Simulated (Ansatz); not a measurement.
Run report: MoS₂, geometry relaxation (part 2 of 2)

MoS₂ (P6₃/mmc, 6 atoms in the cell); DFT PBE+D3(BJ), scalar-relativistic, plane waves, PAW, no spin polarisation (Ansatz 0.2.0); cutoff 420 eV, 12×12×4 k-mesh, Gaussian smearing of 0.02 eV. The structure derives from an entry of the Crystallography Open Database.

Geometry of the input (Å; fractional positions):
```
3.1915  0.0000  0.0000
-1.5957  2.7639  0.0000
0.0000  0.0000  12.4777
Mo 0.3333  0.6667  0.2500
Mo 0.6667  0.3333  0.7500
S  0.3333  0.6667  0.6234
S  0.6667  0.3333  0.1234
S  0.3333  0.6667  0.8766
S  0.6667  0.3333  0.3766
```

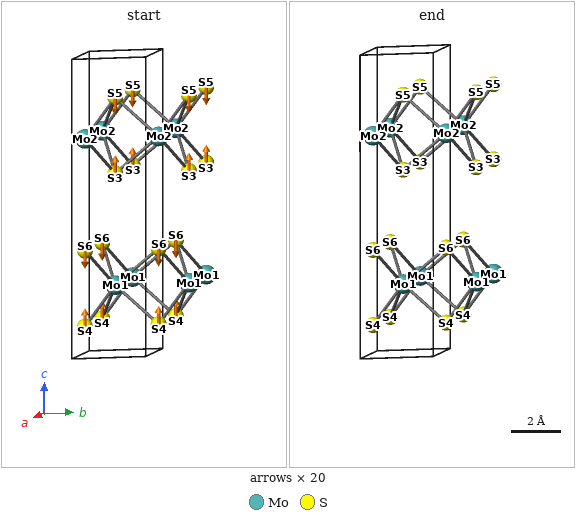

**Figure 1.** Before (left) and after (right) the relaxation, at one scale (ball-and-stick view of the cell of the calculation, repeated 2 × 2 × 1, seen slightly off an axis). The orange arrows give the displacements (without the part carried along by the change of the cell), magnified 20 times. The energy falls by 5.3 meV per atom in 3 geometry steps. The largest force component goes from 0.44 to 0.0051 eV/Å. The pressure goes from −5.13 to −1.93 GPa. The largest moves relative to the cell, 0.038 Å, are those of S3, S4, S5 and S6. Mo stays in place. The drawn cell changes at constant volume: a = b 3.191 → 3.170 Å (−0.7 %), c 12.478 → 12.650 Å (+1.4 %). Among the contacts that change: Mo1–S4 2.427 → 2.407 Å. The space group stays P6_3/mmc (No. 194). A last SCF at the same geometry on a re-selected plane-wave basis shifts the energy by next to nothing (0.0 meV per atom). (Atoms are counted from 1 in the order of the input.)

```
basis re-selected at this cell: Δ(F+E_penalty+E_count) = -1.977e-5 eV, ΔP = +0.001 GPa vs the last step (what re-selecting the basis moved, of the pressure what is left beyond the Pulay correction that the steps carried, after the strain that the cell walked since its last selection, with what the two solves' SCF thresholds leave and, on support functions, any second-order correction that the steps lacked; it is no measure of the basis error at this ecutwfc). This SCF's stress stands 9.16e-2 GPa from its target on what of the cell is left free (relax.cell.stress_tol is 1.00e-1 GPa) and its largest allowed force component is 5.06e-3 eV/Å (relax.f_tol is 1.00e-2 eV/Å): within both
SCF converged after 5 iterations
Free energy (F): -13528.055294 eV
Harris-Foulkes:  -13528.055294 eV  (|F-HF|=5.28e-11)
Internal energy: -13528.055294 eV  (E = F + TS)
E sigma→0 (E₀):  -13528.055294 eV
Fermi energy:    10.888603 eV
--- Per-component energies (eV) ---
  E_band       = -334.427268
  E_kinetic    = 1311.852669
  E_local      = -4155.669547  (includes V_loc(G=0)·N_el)
  E_nonlocal   = 398.323878
  E_hartree    = 1613.863751
  E_xc         = -756.995647
  E_vxc        = -809.990839  (∫ρ·V_xc dr)
  E_paw        = -8803.049543  (= ΣΔE_a)
  E_vpaw       = -306.671445  (= ΣTr[D̂ρ^β])
  E_aug_tail   = 0.000090  (compensation charges beyond the density's cutoff)
  E_ewald      = -3133.907393
  E_disp       = -2.473552  (pairwise vdW)
  E_smearing   = -0.000000  (= −TS)
  E_closure    = -0.000000  (closes the sum)
  Σ components = -13528.055294   (vs F -13528.055294, Δ=0.00e0)
--- Forces (eV/Å), atoms counted from 1 ---
  atom   1  Mo    -0.00000000    -0.00000000     0.00000000
  atom   2  Mo     0.00000000     0.00000000     0.00000000
  atom   3  S      0.00000000     0.00000000    -0.00505569
  atom   4  S      0.00000000    -0.00000000    -0.00505569
  atom   5  S     -0.00000000     0.00000000     0.00505569
  atom   6  S      0.00000000    -0.00000000     0.00505569
  max |Σ_I F_I| component: 9.25e-18 eV/Å
--- Stress (GPa, compression-positive) ---
       -1.972834       0.000000       0.000000
        0.000000      -1.972834       0.000000
        0.000000       0.000000      -1.835500
  P = ⅓ Tr σ = -1.9271 GPa (-19.271 kbar)
--- Band table (eV; the first three rows and the last of 57) ---
  k-point 0: bands = ["-51.0493", "-51.0493", "-25.1956", "-25.1956", "-24.9740", "-24.9740", "-24.9740", "-24.9740", "-4.4377", "-4.2455", "-3.1959", "-2.8751", "3.7231", "4.5483", "7.1246", "7.1945", "7.1945", "7.2033", "7.2033", "8.2981", "8.2981", "8.3290", "8.3290", "9.0711", "9.3570", "10.3770", "12.5779", "12.5779", "12.5976", "12.5976", "12.7710", "12.7710"]
  k-point 1: bands = ["-51.0493", "-51.0493", "-25.1956", "-25.1956", "-24.9740", "-24.9740", "-24.9740", "-24.9740", "-4.4141", "-4.2797", "-3.1437", "-2.9183", "3.8211", "4.3932", "7.1958", "7.1958", "7.2020", "7.2020", "7.3611", "8.3027", "8.3027", "8.3245", "8.3245", "8.5673", "9.7485", "10.3108", "12.5790", "12.5790", "12.5921", "12.5921", "12.7910", "12.7910"]
  k-point 2: bands = ["-51.0493", "-51.0493", "-25.1956", "-25.1956", "-24.9740", "-24.9740", "-24.9740", "-24.9740", "-4.3520", "-4.3520", "-3.0266", "-3.0266", "4.0812", "4.0812", "7.1988", "7.1988", "7.1988", "7.1988", "7.9156", "7.9156", "8.3136", "8.3136", "8.3136", "8.3136", "10.1046", "10.1046", "12.5836", "12.5836", "12.5836", "12.5836", "12.8347", "12.8347"]
  k-point 56: bands = ["-51.0047", "-51.0047", "-25.2656", "-25.2656", "-25.2212", "-25.2212", "-25.1072", "-25.1072", "-2.1603", "-2.1603", "-2.1029", "-2.1029", "4.3496", "4.3496", "5.1558", "5.1558", "5.7036", "5.7036", "6.1205", "6.1205", "6.9922", "6.9922", "7.6082", "7.6082", "9.7790", "9.7790", "11.5130", "11.5130", "12.7995", "12.7995", "13.3503", "13.3503"]
--- Relaxed structure (4 steps of the walk, 4 accepted, 1 SCFs on fresh bases) ---
  F+E_penalty+E_count = -13528.05529429 eV   max|allowed force component| = 5.056e-3 eV/Å   (the final SCF, on the basis selected at the relaxed cell)
  cell:  # Å, volume = 110.0651 Å³
    - [3.1696161421477846, -2.8669613870945765e-11, 0.0]
    - [-1.5848080710490633, 2.7449680993595447, 0.0]
    - [0.0, 0.0, 12.650440004832182]
  atoms:
    - { symbol: Mo, position: [0.33333333333333326, 0.6666666666666666, 0.25] }
    - { symbol: Mo, position: [0.6666666666666665, 0.33333333333333337, 0.7500000000000001] }
    - { symbol: S, position: [0.33333333333333326, 0.6666666666666666, 0.6263936260023419] }
    - { symbol: S, position: [0.6666666666666665, 0.33333333333333337, 0.12639362600234189] }
    - { symbol: S, position: [0.33333333333333326, 0.6666666666666666, 0.8736063739976582] }
    - { symbol: S, position: [0.6666666666666665, 0.33333333333333337, 0.37360637399765817] }
```

Trajectory as extended XYZ (Å, eV, eV/Å), 5 frames, from step=1 to step=5
```
6
Lattice="3.1915 0.0000 0.0000 -1.5957 2.7639 0.0000 0.0000 0.0000 12.4777" Properties=species:S:1:pos:R:3:forces:R:3 step=1 energy=-13528.02342 pressure_GPa=-5.13
Mo    0.0000    1.8426    3.1194    0.0000   0.0000   0.0000
Mo    1.5957    0.9213    9.3583    0.0000   0.0000   0.0000
S     0.0000    1.8426    7.7786    0.0000   0.0000   0.4406
S     1.5957    0.9213    1.5397    0.0000   0.0000   0.4406
S     0.0000    1.8426   10.9379    0.0000   0.0000  -0.4406
S     1.5957    0.9213    4.6991    0.0000   0.0000  -0.4406
6
Lattice="3.1628 0.0000 0.0000 -1.5814 2.7390 0.0000 0.0000 0.0000 12.7054" Properties=species:S:1:pos:R:3:forces:R:3 step=2 energy=-13528.05170 pressure_GPa=-0.78
Mo    0.0000    1.8260    3.1763    0.0000   0.0000   0.0000
Mo    1.5814    0.9130    9.5290    0.0000   0.0000   0.0000
S     0.0000    1.8260    7.9713    0.0000   0.0000  -0.1687
S     1.5814    0.9130    1.6186    0.0000   0.0000  -0.1687
S     0.0000    1.8260   11.0867    0.0000   0.0000   0.1687
S     1.5814    0.9130    4.7341    0.0000   0.0000   0.1687
6
Lattice="3.1673 0.0000 0.0000 -1.5836 2.7429 0.0000 0.0000 0.0000 12.6692" Properties=species:S:1:pos:R:3:forces:R:3 step=3 energy=-13528.05522 pressure_GPa=-1.95
Mo    0.0000    1.8286    3.1673    0.0000   0.0000   0.0000
Mo    1.5836    0.9143    9.5019    0.0000   0.0000   0.0000
S     0.0000    1.8286    7.9359    0.0000   0.0000   0.0224
S     1.5836    0.9143    1.6013    0.0000   0.0000   0.0224
S     0.0000    1.8286   11.0679    0.0000   0.0000  -0.0224
S     1.5836    0.9143    4.7333    0.0000   0.0000  -0.0224
6
Lattice="3.1696 0.0000 0.0000 -1.5848 2.7450 0.0000 0.0000 0.0000 12.6504" Properties=species:S:1:pos:R:3:forces:R:3 step=4 energy=-13528.05528 pressure_GPa=-1.93
Mo    0.0000    1.8300    3.1626    0.0000   0.0000   0.0000
Mo    1.5848    0.9150    9.4878    0.0000   0.0000   0.0000
S     0.0000    1.8300    7.9242    0.0000   0.0000  -0.0050
S     1.5848    0.9150    1.5989    0.0000   0.0000  -0.0050
S     0.0000    1.8300   11.0515    0.0000   0.0000   0.0050
S     1.5848    0.9150    4.7263    0.0000   0.0000   0.0050
6
Lattice="3.1696 0.0000 0.0000 -1.5848 2.7450 0.0000 0.0000 0.0000 12.6504" Properties=species:S:1:pos:R:3:forces:R:3 step=5 energy=-13528.05529 pressure_GPa=-1.93
Mo    0.0000    1.8300    3.1626    0.0000   0.0000   0.0000
Mo    1.5848    0.9150    9.4878    0.0000   0.0000   0.0000
S     0.0000    1.8300    7.9242    0.0000   0.0000  -0.0051
S     1.5848    0.9150    1.5989    0.0000   0.0000  -0.0051
S     0.0000    1.8300   11.0515    0.0000   0.0000   0.0051
S     1.5848    0.9150    4.7263    0.0000   0.0000   0.0051
```

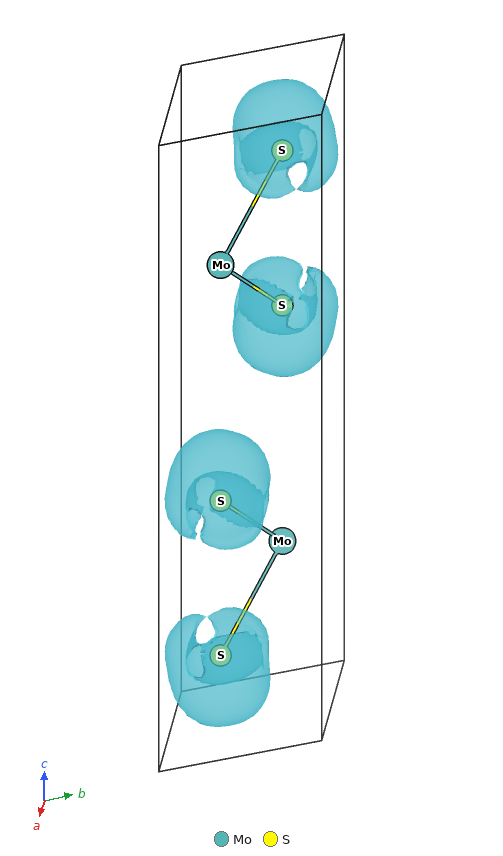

**Figure 2.** Isosurface of the ELF at 0.8 (cyan), seen at an oblique angle. Only the valence region is drawn (cores and ρ < 0.01 e/Å³ removed). Sticks mark near contacts. The outline is the cell set on symmetry axes. Profiles from the grid: Mo–S (2.41 Å): the ELF is about 0.45 at the midpoint. Core electrons are frozen (PAW), so the fields are smoothed inside the atomic spheres.

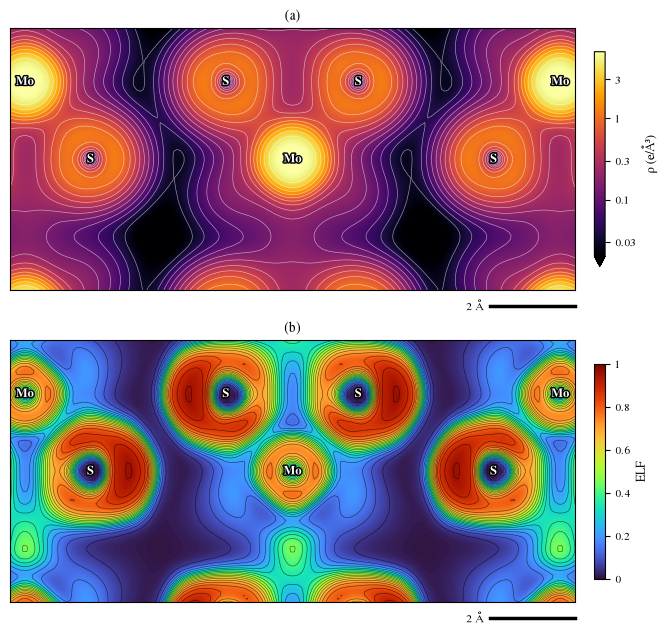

**Figure 3.** (a) valence electron density; (b) electron localisation function on the (110) plane of the conventional cell. The plane passes through Mo and S nuclei. Mo–S (2.41 Å): ρ is about 0.61 e/Å³ halfway; the ELF is about 0.45 at the midpoint. Away from the nuclei the density in this plane falls to 0.01 e/Å³ at its lowest. The strong features right at Mo lie inside the PAW spheres (semicore, d or f shells) and say nothing about bonding.

Key numbers

| quantity | value |
| --- | --- |
| outcome | converged |
| space group (tolerance 0.01 Å) | P6₃/mmc (194) |
| electrons treated | 52 |
| free energy | −13528.0553 eV |
| Fermi energy | 10.889 eV |
| gap on the k-point mesh | 1.02 eV |
| pressure | −1.93 GPa |
| final volume | 110.07 Å³ |
| largest force (length of the vector) at the end | 0.005 eV/Å |
| final cell | a = 3.170 Å, b = 3.170 Å, c = 12.650 Å, α = 90.00°, β = 90.00°, γ = 120.00° |
| hardware | 2 threads of Intel Xeon @ 2.50GHz (Skylake/Cascade Lake), 189 GiB of memory available, shared host |
| wall time | 86 s (CPU time 1.7 min) |
| peak memory | 0.52 GiB |
